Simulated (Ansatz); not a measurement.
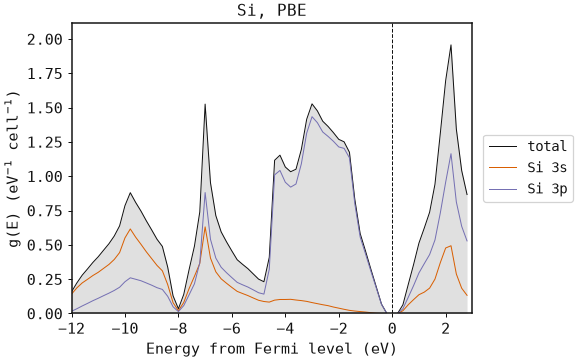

Density of states. Energies are counted from the Fermi level. The partial curves are projected on Löwdin-orthogonalised atomic shells.

Structure: Si, space group Fd-3m, 2 atoms in the cell.

Level of theory: DFT, PBE, PAW with Ansatz's default frozen-core files, scalar-relativistic, no spin polarisation, 12×12×12 k mesh, 420 eV cutoff; code Ansatz 0.2.0.

Metal or insulator, going by the density of states?

There is a gap; over the k points computed it is 0.58 eV.

Which states form the band edges?

By projected weight, the top eV of the valence band is Si 3p almost alone; the bottom eV of the conduction band is Si 3p (70 %) and Si 3s (30 %).

Where is the tallest peak in the window, and which states make it?

The tallest peak in the window is at 2.2 eV; by projected weight it is Si 3p (70 %) and Si 3s (30 %).
